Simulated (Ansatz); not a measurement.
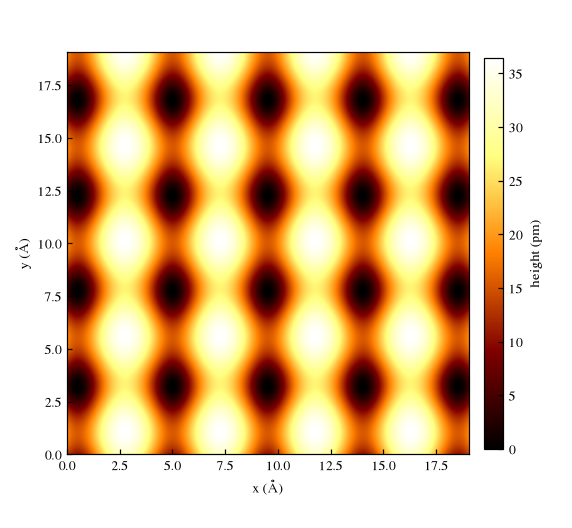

Simulated STM image (constant-current image at a set point of 2.2 × 10⁻⁷ e/Å³, sample bias −0.25 V).

Tersoff–Hamann simulation (s-wave tip); biases are sample biases. Bias windows are sharp sums over the levels of the k mesh.

> What is the lattice of this pattern?

The pattern repeats on a square lattice with shortest vectors of 4.5 Å at 90°, a cell of 20.5 Å², with 1 maximum above 60 % of the range in each cell.

The surface:

Si2Mo(112) (I4/mmm bulk, 18 atomic planes (those closer than 0.6 Å count as one), 11 Å, Si-terminated). The brightest spots lie over the Mo atoms 0.8 Å below the top plane; the darkest points are over points 1.7 Å to the side of the top Si atoms.

Method: Ansatz, DFT PBE, scalar-relativistic, plane waves, PAW. Cutoff 420 eV, 13 × 13 k-points, Gaussian smearing 0.1 eV, dipole correction. The slab is a cut without reconstruction beyond its cell, at the source's lattice constants, with its lower half held fixed and the rest relaxed. No spin polarisation. The run warns that the functional's potential is rough in the thin density of the vacuum, where the tip is; weak contrasts and barriers may feel it. On this mesh the free atoms still feel up to 0.08 eV/Å.
